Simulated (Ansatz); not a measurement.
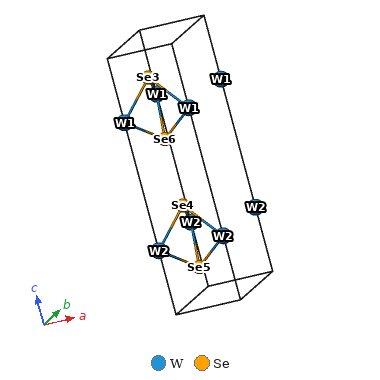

The system is WSe2 (P-6m2, No. 187; 6 atoms in the cell); the picture shows the reference structure. 
- Gamma surface: rigid slide across a plane, one fault a cell; the plane is (0 0 1) of the conventional cell, and the faces at the cut hold Se and Se.
- Places are given modulo a cell vector. The map is drawn in real space over the plane of the slide.
- Nothing is relaxed (rigid halves, spacing across the cut fixed).
- The scan uses a 12 × 12 grid; 19 points were computed and 125 follow by symmetry.
- Energies are in mJ/m², from the lowest grid point.
- The calculation used DFT PBE+D3(BJ), scalar-relativistic, plane waves, PAW in Ansatz 0.2.0. Settings: cutoff 420 eV, k-mesh 9×9×2 in the order of the run's cell vectors, gaussian smearing 0.05 eV, no spin polarisation.

Its coordinates:

```xyz
6
Lattice="-3.2790 0.0000 0.0000 -1.6395 -2.8397 0.0000 0.0000 0.0000 14.0112" Properties=species:S:1:pos:R:3 pbc="T T T"
W     0.0000    0.0000   10.5084
W     0.0000    0.0000    3.5028
Se   -1.6395   -0.9466   12.1936
Se   -1.6395   -0.9466    5.1880
Se   -1.6395   -0.9466    1.8176
Se   -1.6395   -0.9466    8.8232
```

Range: slide along a1 from 0.000 to 0.917; slide along a2 from 0.000 to 0.917.

Question: What will the energy surface look like?

Answer: The lowest grid point is at (4/12, 4/12) of the cell vectors; the map holds 2 wells of about this depth. The reference structure, at (0/12, 0/12) of the cell vectors, is a maximum of this map. The highest grid point, (0/12, 0/12) of the cell vectors, lies 80 mJ/m² above the lowest. On the interpolated surface the easiest way out of the lowest well to a well of about the same depth near (8/12, 8/12) of the cell vectors passes a barrier of about 8.3 mJ/m². The gap on the k-mesh is 1.4 eV at the lowest point and runs from 1.3 to 1.4 eV over the map.

```
slide along a2 ↓, slide along a1 →  0/12  1/12  2/12  3/12  4/12  5/12  6/12  7/12  8/12  9/12  10/12  11/12
                             11/12    75    75    66    50    32    17     8     8    17    32     50     66
                             10/12    62    66    62    50    35    19     8     4     8    19     35     50
                              9/12    44    50    50    44    32    19     8     2     2     8     19     32
                              8/12    26    32    35    32    26    17     8     2     0     2      8     17
                              7/12    13    17    19    19    17    13     8     4     2     2      4      8
                              6/12     8     8     8     8     8     8     8     8     8     8      8      8
                              5/12    13     8     4     2     2     4     8    13    17    19     19     17
                              4/12    26    17     8     2     0     2     8    17    26    32     35     32
                              3/12    44    32    19     8     2     2     8    19    32    44     50     50
                              2/12    62    50    35    19     8     4     8    19    35    50     62     66
                              1/12    75    66    50    32    17     8     8    17    32    50     66     75
                              0/12    80    75    62    44    26    13     8    13    26    44     62     75
```

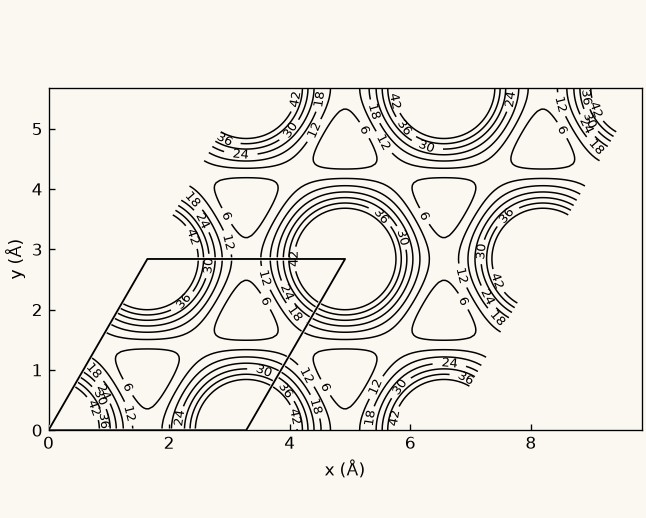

The picture shows contour lines labelled in mJ/m² (none above 42), the outline of one cell of the 2 × 2 shown. Between grid points the surface is interpolated.

Time for the 19 points that were run: 15 min on 2 threads of Arm Neoverse N1, on a shared host.

PAW datasets: the set soft_1.
